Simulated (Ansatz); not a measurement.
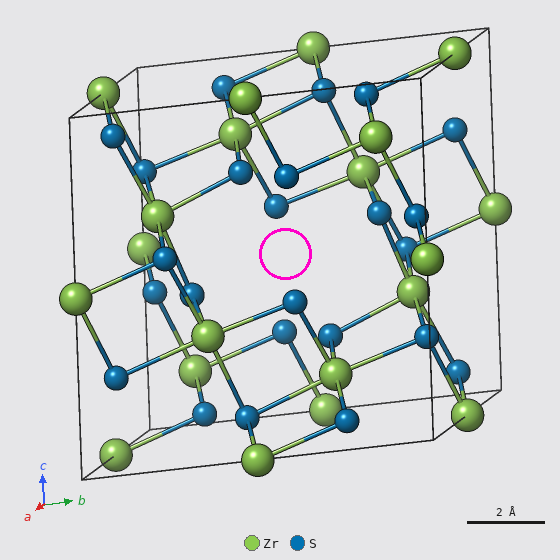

Shown here is a ball-and-stick view of the crystal, taken slightly off an axis. One supercell is framed, with atoms on its boundary repeated. The host is ZrS2, in a cell of 36 sites, and the cell carries a charge of -2. A ring marks the defect's site.

**Where does the cell differ from the host, and how?**

A zirconium vacancy. Around the empty site lie six S at about 2.7 Å.

Level of theory: DFT PBE, scalar-relativistic, plane waves, PAW (Ansatz). Settings were plane-wave cutoff 420 eV, a 2×2×2 k-point grid, Gaussian smearing of 0.01 eV, collinear spins.

**Does the defective cell carry a moment?**

Yes, 2.0 μB in the cell.

The atoms were relaxed in the host's cell with Ansatz 0.2.0, DFT PBE, scalar-relativistic, plane waves, PAW.
